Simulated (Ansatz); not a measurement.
System: Au.

Input

```
crystal:
  lattice:
    - [1.4230379508, -2.5695050294, 0.0]
    - [1.4230379508, 2.5695050294, 0.0]
    - [0.0, 0.0, 4.9998896392]
  atoms:
    - { symbol: Au, position: [0.7142337898, 0.2857662102, 0.25] }
    - { symbol: Au, position: [0.2857662102, 0.7142337898, 0.75] }
basis:
  ecutwfc: 420
kpoints:
  mp_grid: { grid: [16, 16, 10] }
hamiltonian:
  xc: pbesol
scf:
  occupations: { method: gaussian, width: 0.1 }
output:
  forces: true
  stress: true
  eigenvalues: true
  write_density: true
  write_potential: true
  elf: true
  volumetric_format: npy
```

Run with:

```sh
ansatz run input.yaml --threads 1 --pin off --max-ram 1331MiB --backend cpu --events-out ev --progress --plain --runs-dir out
```

Below, planes, directions and counts refer to the conventional cell (a = 2.85 Å, b = 5.14 Å, c = 5.00 Å, α = 90.00°, β = 90.00°, γ = 90.00°).

Space group Cmcm; a structure from a database of computed crystals, not necessarily the ambient phase; changed on purpose from its base cell (strained and moved within the space group); computed pressure about −8 GPa in this cell.

Method: DFT PBEsol, scalar-relativistic, plane waves, PAW (Ansatz 0.2.0).

### Predict the valence pseudo-density and electron localisation function between the atoms.

Au–Au (2.85 Å): the density is about 0.31 e/Å³ at the midpoint; the ELF is about 0.20 at the midpoint: no shared electron pair shows on this line.

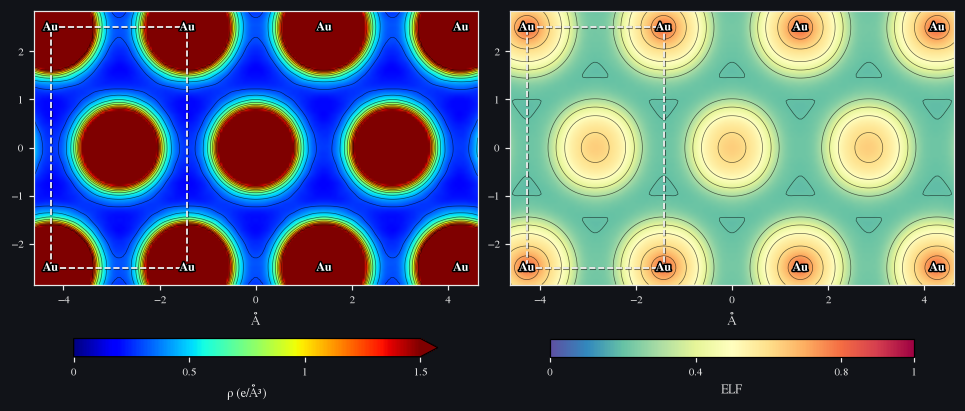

Computed valence pseudo-density and electron localisation function on the (010) plane of the conventional cell, in this order. Atoms just off the plane (Au, 0.4 Å away) can leave unmarked features too.

In a PAW calculation such maps are meaningful between the atoms, not at the nuclei.
